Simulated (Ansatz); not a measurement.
Geometry relaxation of ZnSe (part 2 of 3)

Continued. System: ZnSe (P1, 32 atoms in the cell). Method: DFT PBE, scalar-relativistic, plane waves, PAW, no spin polarisation (Ansatz 0.2.0); cutoff 420 eV, 2×2×2 k-mesh, Gaussian smearing of 0.02 eV. The structure derives from a Materials Project entry. It belongs to a series of runs on one base structure; here: the perfect supercell shaken and relaxed.

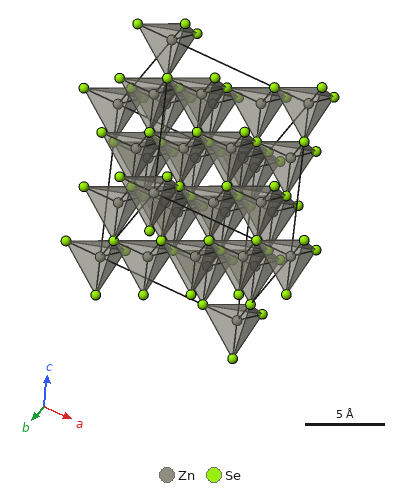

Fig. 1: The geometry at step 4 of the log (polyhedral view of the cell of the calculation, seen at an oblique angle; polyhedra are completed across the faces of the cell).

```
SCF converged after 4 iterations
Free energy (F): -140632.613896 eV
Harris-Foulkes:  -140632.613896 eV  (|F-HF|=4.66e-10)
Internal energy: -140632.613896 eV  (E = F + TS)
E sigma→0 (E₀):  -140632.613896 eV
Fermi energy:    7.413260 eV
--- Per-component energies (eV) ---
  E_band       = -6265.710181
  E_kinetic    = 3989.490706
  E_local      = -71063.427733  (includes V_loc(G=0)·N_el)
  E_nonlocal   = 298.802807
  E_hartree    = 32882.910755
  E_xc         = -3856.617741
  E_vxc        = -2394.669391  (∫ρ·V_xc dr)
  E_paw        = -59835.988957  (= ΣΔE_a)
  E_vpaw       = -2861.714324  (= ΣTr[D̂ρ^β])
  E_aug_tail   = -0.014959  (compensation charges beyond the density's cutoff)
  E_ewald      = -43047.768774
  E_smearing   = -0.000000  (= −TS)
  E_closure    = 0.000000  (closes the sum)
  Σ components = -140632.613896   (vs F -140632.613896, Δ=0.00e0)
--- Forces (eV/Å), atoms counted from 1 ---
  atom   1  Zn     0.00427309    -0.00172001    -0.00122171
  atom   2  Zn     0.00084664     0.00326558    -0.00116448
  atom   3  Zn     0.00016397     0.00041858     0.00523630
  atom   4  Zn     0.00458568    -0.00134340     0.00264725
  atom   5  Zn    -0.00245936    -0.00472573     0.00180678
  atom   6  Zn    -0.00313881     0.00102778    -0.00235045
  atom   7  Zn    -0.00136079     0.00157522    -0.00267481
  atom   8  Zn     0.00147922     0.00464510     0.00254902
  atom   9  Zn     0.00133097     0.00426757    -0.00378961
  atom  10  Zn     0.00197400    -0.00298742     0.00378812
  atom  11  Zn    -0.00041176    -0.00064404     0.00104373
  atom  12  Zn    -0.00295889    -0.00159218     0.00180345
  atom  13  Zn    -0.00261942    -0.00388973     0.00139937
  atom  14  Zn    -0.00081583     0.00224982    -0.00460919
  atom  15  Zn     0.00183458     0.00226371     0.00396811
  atom  16  Zn     0.00108102    -0.00148228    -0.00384752
  atom  17  Se     0.00182151     0.00014458     0.00021516
  atom  18  Se    -0.00273831     0.00049692    -0.00100009
  atom  19  Se    -0.00154903    -0.00009384     0.00031377
  atom  20  Se    -0.00145866    -0.00144253    -0.00036701
  atom  21  Se    -0.00086710     0.00031950    -0.00119749
  atom  22  Se     0.00052090     0.00090650     0.00135843
  atom  23  Se    -0.00119622    -0.00103438     0.00008393
  atom  24  Se    -0.00082937     0.00004785    -0.00065471
  atom  25  Se     0.00143062     0.00174671    -0.00073742
  atom  26  Se     0.00102485    -0.00168356    -0.00110297
  atom  27  Se    -0.00117423     0.00176918    -0.00240127
  atom  28  Se    -0.00215879    -0.00001596    -0.00018719
  atom  29  Se     0.00057426    -0.00128004     0.00169393
  atom  30  Se     0.00164695    -0.00127434     0.00105032
  atom  31  Se     0.00095283     0.00150885    -0.00092517
  atom  32  Se     0.00019341    -0.00144496    -0.00072764
  max |Σ_I F_I| component: 2.06e-6 eV/Å
--- Band table (eV) ---
  k-point 0: bands = ["-40.4606", "-40.4603", "-40.4603", "-40.4603", "-40.4603", "-40.4602", "-40.4602", "-40.4602", "-40.4602", "-40.4602", ... 59 levels left out ..., "-40.4561", "-40.4561", "-40.4561", "-40.4561", "-40.4561", "-40.4561", "-40.4561", "-40.4561", "-40.4560", "-40.4559", "-40.4559", "-6.3905", "-6.3903", "-6.3901", "-6.3898", "-5.8799", "-5.8798", "-5.8796", "-5.8795", "-5.8794", "-5.8793", "-5.8792", "-5.8791", "-5.8791", "-5.8790", "-5.8789", "-5.8787", "-0.0524", "-0.0524",
      "-0.0523", "-0.0522", "-0.0521", "-0.0521", "-0.0520", "-0.0519", "-0.0322", "-0.0321", "-0.0321", "-0.0320", "-0.0151", "-0.0151", "-0.0149", "-0.0148", "-0.0147", "-0.0146", "-0.0145", "-0.0144", "-0.0144", "-0.0143", "-0.0142", "-0.0142", "0.0569", "0.0571", "0.0571", "0.0572", "0.0573", "0.0574", "0.0575", "0.0576", "0.0576", "0.0577", "0.0578", "0.0580", "0.1531", "0.1532", "0.1533", "0.1533", "0.1534", "0.1534",
      "0.1534", "0.1535", "0.1536", "0.1536", "0.1537", "0.1537", "0.2419", "0.2420", "0.2421", "0.2421", "0.2422", "0.2423", "0.2424", "0.2424", "0.2664", "0.2665", "0.2666", "0.2666", "0.2667", "0.2667", "0.2668", "0.2669", "0.2669", "0.2670", "0.2670", "0.2670", "0.3754", "0.3755", "0.3757", "0.3757", "0.3758", "0.3759", "0.3761", "0.3761", "0.3762", "0.3762", "0.3763", "0.3764", "1.8790", "1.8797",
      "1.8800", "1.8806", "1.8807", "1.8812", "1.8815", "1.8817", "1.8822", "1.8828", "1.8834", "1.8837", "3.3633", "3.3638", "3.3646", "3.3652", "4.0027", "4.0031", "4.0032", "4.0035", "4.0038", "4.0038", "4.0042", "4.0044", "4.0048", "4.0050", "4.0052", "4.0055", "4.8203", "4.8206", "4.8208", "4.8210", "4.8214", "4.8215", "4.8217", "4.8219", "4.8221", "4.8226", "4.8228", "4.8231", "5.8737", "5.8740",
      "5.8743", "5.8744", "5.8745", "5.8747", "5.8749", "5.8752", "8.9818", "8.9824", "8.9830", "8.9833", "10.0635", "10.0640", "10.0645", "10.0651", "10.0653", "10.0656", "10.0660", "10.0663", "10.0665", "10.0667", "10.0674", "10.0678", "11.8380", "11.8385", "11.8397", "11.8405", "11.8411", "11.8421", "11.8426", "11.8438", "11.8447", "11.8456", "11.8467", "11.8471", "12.7520", "12.7521", "12.7526", "12.7527", "12.7531", "12.7532",
      "12.7535", "12.7537", "12.7925", "12.7932", "12.7942", "12.7952", "13.8081", "13.8086", "13.8092", "13.8099", "13.8104"]
  k-point 1: bands = ["-40.4606", "-40.4603", "-40.4603", "-40.4603", "-40.4603", "-40.4602", "-40.4602", "-40.4602", "-40.4602", "-40.4602", ... 59 levels left out ..., "-40.4562", "-40.4561", "-40.4561", "-40.4561", "-40.4561", "-40.4561", "-40.4561", "-40.4561", "-40.4560", "-40.4559", "-40.4559", "-6.6023", "-6.2004", "-6.2002", "-6.2001", "-6.1999", "-6.0043", "-6.0041", "-6.0040", "-6.0039", "-5.9127", "-5.8225", "-5.8224", "-5.8223", "-5.8221", "-5.7454", "-5.7453", "-0.1039", "-0.0713",
      "-0.0713", "-0.0643", "-0.0518", "-0.0516", "-0.0516", "-0.0514", "-0.0149", "-0.0149", "-0.0131", "-0.0131", "-0.0130", "-0.0130", "-0.0055", "-0.0053", "-0.0052", "-0.0050", "-0.0038", "-0.0037", "-0.0037", "-0.0036", "0.0102", "0.0103", "0.0103", "0.0104", "0.0254", "0.0254", "0.0255", "0.0255", "0.0536", "0.0537", "0.0538", "0.0538", "0.0918", "0.0919", "0.1095", "0.1095", "0.1525", "0.1525", "0.2055", "0.2056",
      "0.2057", "0.2057", "0.2171", "0.2171", "0.2172", "0.2172", "0.2297", "0.2298", "0.2298", "0.2298", "0.2318", "0.2388", "0.2390", "0.2390", "0.2392", "0.2458", "0.2458", "0.2458", "0.2459", "0.2484", "0.2646", "0.2646", "0.2646", "0.2646", "0.2695", "0.2695", "0.2796", "0.2837", "0.3076", "0.3079", "0.3080", "0.3083", "0.4314", "0.4316", "0.4317", "0.4319", "0.4638", "0.4638", "1.7375", "1.7381",
      "1.7385", "1.7393", "1.7568", "1.7568", "1.8863", "1.8867", "1.8868", "1.8872", "2.2848", "3.0155", "3.0162", "3.0163", "3.0171", "3.4867", "3.4870", "3.4872", "3.4876", "3.9694", "3.9694", "4.0246", "4.0246", "4.5014", "4.5015", "4.6663", "4.6667", "4.6670", "4.6675", "4.6862", "4.6869", "4.6871", "4.6879", "4.7378", "4.7386", "4.7389", "4.7399", "5.0117", "5.4501", "5.4503", "5.4503", "5.4505",
      "5.4840", "5.4842", "5.4845", "5.4845", "5.9259", "5.9259", "8.9005", "9.6092", "9.6103", "9.6107", "9.6116", "9.6227", "10.0540", "10.2439", "10.2440", "10.3207", "10.3220", "10.3220", "10.3233", "10.5656", "10.5656", "10.9057", "10.9061", "10.9068", "10.9071", "11.2187", "11.2208", "11.2214", "11.2235", "11.4100", "12.2774", "12.2789", "12.2793", "12.2806", "12.3958", "12.3963", "12.3966", "12.3967", "12.7760", "12.7761",
      "13.0056", "13.0061", "13.0073", "13.0078", "13.0485", "13.0490", "13.0502", "13.0508", "13.0756", "13.0762", "13.0765"]
  k-point 2: bands = ["-40.4606", "-40.4603", "-40.4603", "-40.4603", "-40.4603", "-40.4602", "-40.4602", "-40.4602", "-40.4602", "-40.4602", ... 59 levels left out ..., "-40.4562", "-40.4561", "-40.4561", "-40.4561", "-40.4561", "-40.4561", "-40.4561", "-40.4561", "-40.4560", "-40.4559", "-40.4559", "-6.6023", "-6.2004", "-6.2003", "-6.2001", "-6.1999", "-6.0043", "-6.0041", "-6.0040", "-6.0039", "-5.9127", "-5.8225", "-5.8224", "-5.8223", "-5.8221", "-5.7454", "-5.7454", "-0.1039", "-0.0713",
      "-0.0713", "-0.0643", "-0.0518", "-0.0516", "-0.0516", "-0.0514", "-0.0149", "-0.0149", "-0.0131", "-0.0131", "-0.0130", "-0.0130", "-0.0055", "-0.0054", "-0.0052", "-0.0050", "-0.0038", "-0.0037", "-0.0037", "-0.0036", "0.0102", "0.0103", "0.0103", "0.0104", "0.0253", "0.0254", "0.0255", "0.0255", "0.0536", "0.0537", "0.0537", "0.0538", "0.0918", "0.0918", "0.1095", "0.1095", "0.1525", "0.1525", "0.2056", "0.2056",
      "0.2057", "0.2057", "0.2171", "0.2171", "0.2172", "0.2172", "0.2297", "0.2298", "0.2298", "0.2298", "0.2318", "0.2388", "0.2389", "0.2391", "0.2391", "0.2458", "0.2458", "0.2458", "0.2459", "0.2484", "0.2646", "0.2646", "0.2646", "0.2646", "0.2695", "0.2695", "0.2796", "0.2837", "0.3077", "0.3078", "0.3081", "0.3082", "0.4314", "0.4316", "0.4317", "0.4319", "0.4638", "0.4638", "1.7376", "1.7380",
      "1.7387", "1.7391", "1.7568", "1.7568", "1.8863", "1.8867", "1.8868", "1.8872", "2.2848", "3.0156", "3.0161", "3.0164", "3.0170", "3.4867", "3.4871", "3.4872", "3.4876", "3.9694", "3.9694", "4.0246", "4.0246", "4.5014", "4.5015", "4.6663", "4.6668", "4.6670", "4.6674", "4.6862", "4.6868", "4.6872", "4.6878", "4.7379", "4.7384", "4.7392", "4.7396", "5.0117", "5.4501", "5.4502", "5.4504", "5.4505",
      "5.4840", "5.4842", "5.4844", "5.4846", "5.9259", "5.9259", "8.9005", "9.6095", "9.6100", "9.6109", "9.6114", "9.6227", "10.0540", "10.2440", "10.2440", "10.3211", "10.3217", "10.3223", "10.3230", "10.5656", "10.5656", "10.9054", "10.9063", "10.9066", "10.9075", "11.2188", "11.2208", "11.2215", "11.2235", "11.4100", "12.2775", "12.2787", "12.2794", "12.2805", "12.3960", "12.3962", "12.3965", "12.3968", "12.7760", "12.7761",
      "13.0048", "13.0063", "13.0070", "13.0086", "13.0477", "13.0492", "13.0500", "13.0516", "13.0757", "13.0761", "13.0768"]
  k-point 3: bands = ["-40.4606", "-40.4603", "-40.4603", "-40.4603", "-40.4603", "-40.4602", "-40.4602", "-40.4602", "-40.4602", "-40.4602", ... 59 levels left out ..., "-40.4562", "-40.4561", "-40.4561", "-40.4561", "-40.4561", "-40.4561", "-40.4561", "-40.4561", "-40.4560", "-40.4559", "-40.4559", "-6.6023", "-6.2004", "-6.2002", "-6.2002", "-6.1999", "-6.0042", "-6.0042", "-6.0040", "-6.0039", "-5.9127", "-5.8225", "-5.8224", "-5.8223", "-5.8221", "-5.7454", "-5.7453", "-0.1039", "-0.0714",
      "-0.0713", "-0.0644", "-0.0517", "-0.0516", "-0.0516", "-0.0515", "-0.0149", "-0.0149", "-0.0131", "-0.0131", "-0.0130", "-0.0130", "-0.0055", "-0.0054", "-0.0051", "-0.0050", "-0.0037", "-0.0037", "-0.0037", "-0.0036", "0.0102", "0.0103", "0.0103", "0.0103", "0.0254", "0.0254", "0.0255", "0.0255", "0.0537", "0.0537", "0.0537", "0.0538", "0.0918", "0.0919", "0.1095", "0.1095", "0.1525", "0.1525", "0.2056", "0.2056",
      "0.2056", "0.2057", "0.2171", "0.2171", "0.2172", "0.2172", "0.2298", "0.2298", "0.2298", "0.2298", "0.2318", "0.2389", "0.2390", "0.2390", "0.2391", "0.2458", "0.2458", "0.2458", "0.2459", "0.2484", "0.2646", "0.2646", "0.2646", "0.2646", "0.2695", "0.2695", "0.2796", "0.2837", "0.3077", "0.3078", "0.3081", "0.3082", "0.4316", "0.4317", "0.4317", "0.4318", "0.4638", "0.4638", "1.7376", "1.7380",
      "1.7389", "1.7390", "1.7568", "1.7568", "1.8866", "1.8867", "1.8868", "1.8869", "2.2848", "3.0160", "3.0162", "3.0163", "3.0165", "3.4869", "3.4871", "3.4872", "3.4874", "3.9694", "3.9694", "4.0246", "4.0246", "4.5014", "4.5015", "4.6666", "4.6668", "4.6669", "4.6672", "4.6867", "4.6869", "4.6871", "4.6873", "4.7380", "4.7384", "4.7393", "4.7395", "5.0117", "5.4502", "5.4503", "5.4504", "5.4504",
      "5.4841", "5.4841", "5.4844", "5.4846", "5.9258", "5.9260", "8.9005", "9.6096", "9.6098", "9.6110", "9.6114", "9.6226", "10.0540", "10.2439", "10.2440", "10.3217", "10.3220", "10.3221", "10.3224", "10.5656", "10.5656", "10.9060", "10.9063", "10.9066", "10.9069", "11.2202", "11.2209", "11.2213", "11.2220", "11.4100", "12.2785", "12.2789", "12.2791", "12.2796", "12.3960", "12.3961", "12.3965", "12.3969", "12.7760", "12.7761",
      "13.0060", "13.0064", "13.0069", "13.0074", "13.0489", "13.0493", "13.0498", "13.0503", "13.0757", "13.0761", "13.0770"]
```
